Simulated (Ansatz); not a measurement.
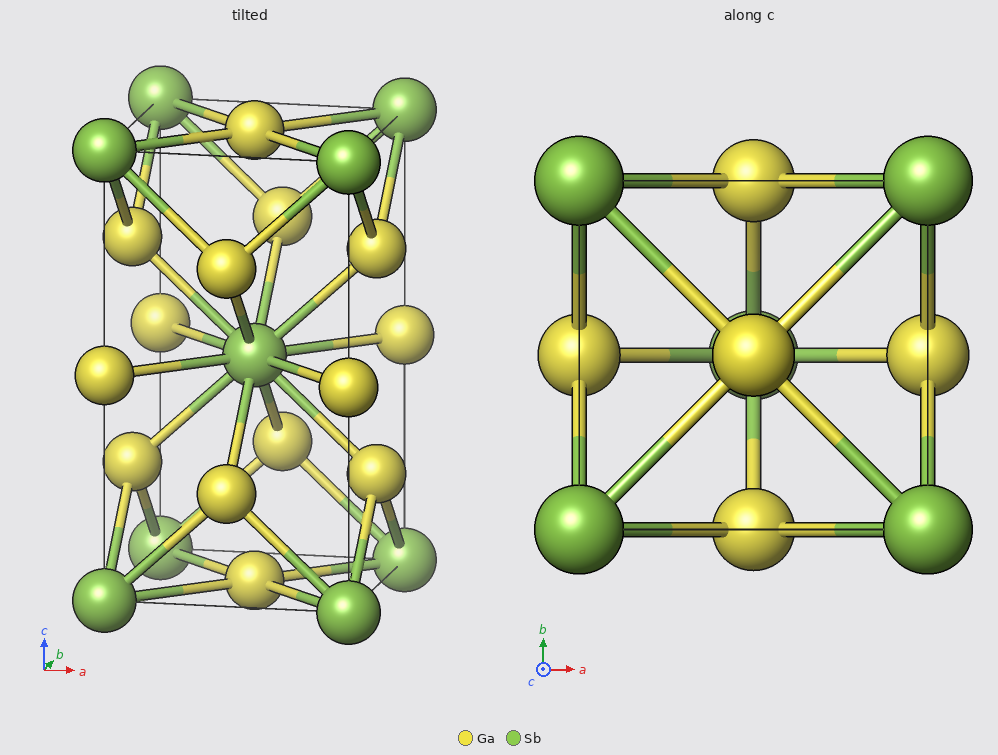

The image is a ball-and-stick drawing of a crystal, viewed slightly off an axis and along the c axis. The conventional unit cell is outlined; an atom on or near a face, edge or corner is repeated at each equivalent position.

Ga3Sb, space group I4/mmm (No. 139), a = 4.493 Å, b = 4.493 Å, c = 8.270 Å, α = 90.00°, β = 90.00°, γ = 90.00°. The structure comes from a structure listed in the Materials Project. Earlier steps of the study may have refined or changed the cell and positions. A calculation with Ansatz used it as input.

This one geometry was computed with Ansatz (DFT, plane waves, PAW) at four levels of theory: PBE+D3(BJ) with spin-orbit coupling, r2SCAN, LDA and PBE+D3(BJ).

Question: Which level gives the highest pressure at this volume, and what does that say about its equilibrium volume?

Answer: Highest: r2SCAN (0.8 GPa), which points to the largest equilibrium volume. Lowest, with the smallest volume: LDA (-2.0 GPa). Levels within 0.5 GPa of each other can't be told apart.

Question: How does the band gap change with the level of theory?

Answer: All levels give a metal.

Question: Collect the results in a table.

Answer:
| level | cutoff (eV) | k-mesh of the run's cell | gap (eV) | pressure (GPa) |
| --- | --- | --- | --- | --- |
| PBE+D3(BJ) with spin-orbit coupling | 420 | 14×14×14 | metal | 0.0 |
| r2SCAN | 500 | 14×14×14 | metal | 0.8 |
| LDA | 420 | 14×14×14 | metal | -2.0 |
| PBE+D3(BJ) | 420 | 14×14×14 | metal | 0.0 |

Gaps are taken on the k-mesh or band path of each run.
